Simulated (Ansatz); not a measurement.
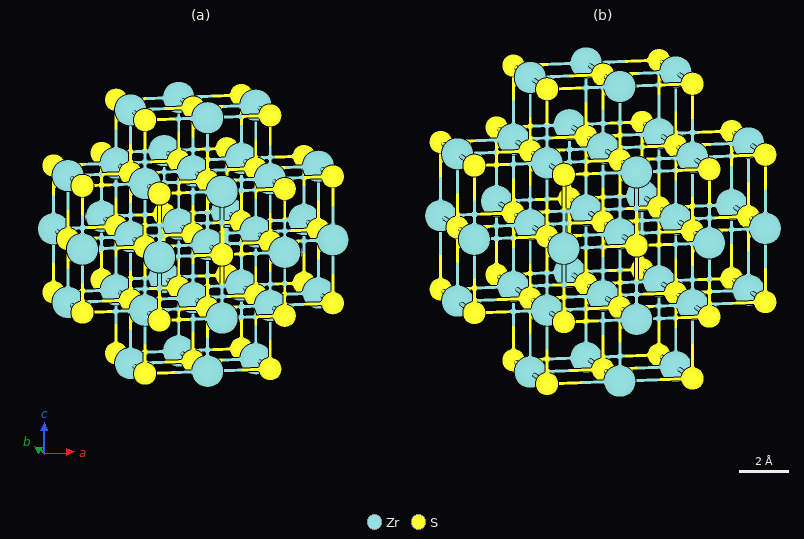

The structure of a crystal of ZrS (set up in Fm-3m) (coarse preliminary run) before (left) and after (right) a relaxation, at one scale.

Style: ball-and-stick. Shown: the conventional cell (4 times the calculation's cell), slightly off an axis. Lengths and directions refer to the drawn axes.

Case: input drawn at random.

Computed with DFT LDA, scalar-relativistic, plane waves, PAW in Ansatz. (plane-wave cutoff 360 eV; k-point mesh 1 × 1 × 1; occupations gaussian; smearing width 0.1 eV; collinear spin; cell relaxed at fixed shape; force threshold 0.007 eV/Å; at most 30 steps)

Summarise the run.

The energy falls by 950 meV per atom in 7 accepted moves (9 points after the start). All forces vanish by symmetry, so only the cell relaxes. Pressure: 43.63 GPa at the start and −0.01 GPa at the end. At 2 points the geometry stayed and the basis and grid were re-selected for the new cell (energy shift of 62.7 meV per atom at most each time). The atoms keep their places relative to the cell (all moves are under 0.005 Å). The volume changes by +57.0 %, with a = b = c 5.250 → 6.101 Å (+16.2 %). Near-neighbour distances that change, for instance: S–Zr 2.625 → 3.051 Å. The space group stays Fm-3m (No. 225). The run took about 12 core-seconds on a shared host.

Limits of the set-up: the k-point mesh is coarse for a cell with partly filled bands; the cutoff lies below the recommended one.
